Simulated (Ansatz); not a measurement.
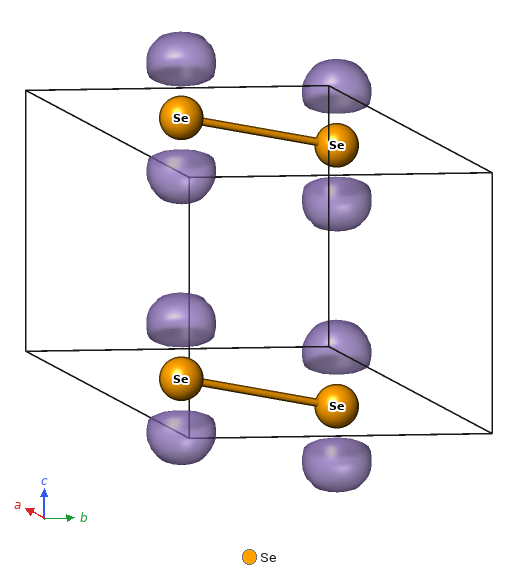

Figure 1: Se. Isosurface of the electron localisation function at 0.85 (purple), seen at an oblique angle. Only the valence region is drawn (cores and ρ < 0.01 e/Å³ removed). Sticks mark near contacts.

Space group P6/mmm; a structure generated by program, which may or may not match a known phase.

These are results of DFT PBE, scalar-relativistic, plane waves, PAW in Ansatz 0.2.0, not measurements.

In a PAW calculation such maps are meaningful between the atoms, not at the nuclei.

```yaml
crystal:
  lattice:
    - [4.48005, 0.00000, 0.00000]
    - [-2.24002, 3.87984, 0.00000]
    - [0.00000, 0.00000, 4.10243]
  atoms:
    - { symbol: Se, position: [0.33333, 0.66667, 0.00000] }
    - { symbol: Se, position: [0.66667, 0.33333, 0.00000] }
```

Describe the localisation domains.

The ELF exceeds this value in four lobes on Se, pointing away from the bonds (lone pairs), counted in one cell of 2 atoms. Regions shared between cells count once. Along the contacts the grid gives the following. Se–Se (2.59 Å): the ELF is about 0.50 at the midpoint.
